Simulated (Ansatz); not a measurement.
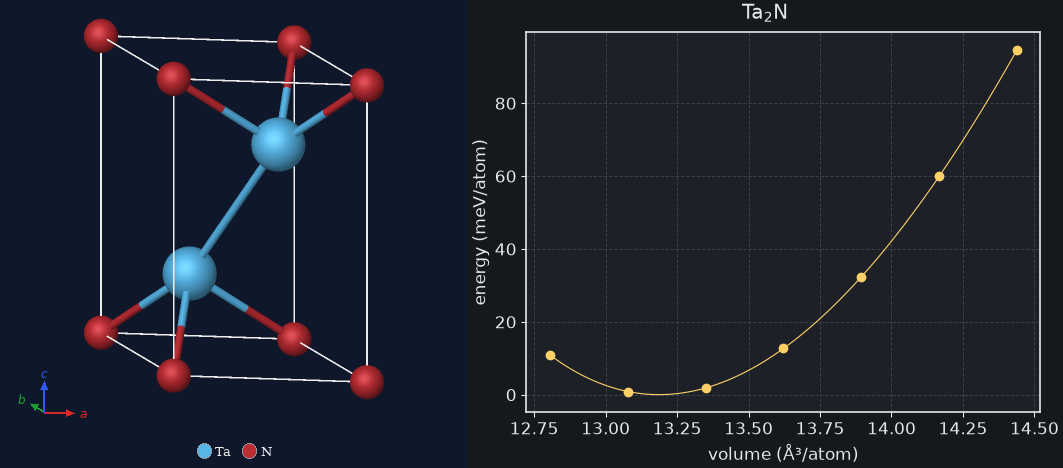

The figure shows the energy against volume for Ta₂N, space group P-3m1 (No. 164). The conventional cell is drawn beside the plot.

Cell as given: a = 3.113 Å, b = 3.113 Å, c = 4.870 Å, α = 90.00°, β = 90.00°, γ = 120.00°; 3 atoms.

Calculation (Ansatz 0.2.0): all-electron LAPW DFT, no spin polarisation; energies at scaled volumes of the given cell, shape and fractions fixed, counted from the fit's minimum, third-order Birch-Murnaghan fit. Level: PBEsol.

k mesh 10×10×6; occupations Fermi–Dirac; smearing width 0.05 eV; potentials all electron LAPW, scalar relativistic; program settings basis error eV/atom 0.002.

Q: Give the fitted equation-of-state parameters.

A: A third-order Birch–Murnaghan fit gives V0 = 13.19 Å³/atom, B0 = 300 GPa and B′ = 4.3.

Note: shape and atomic fractions are frozen while scaling, which makes layered, chain and framework solids too stiff.
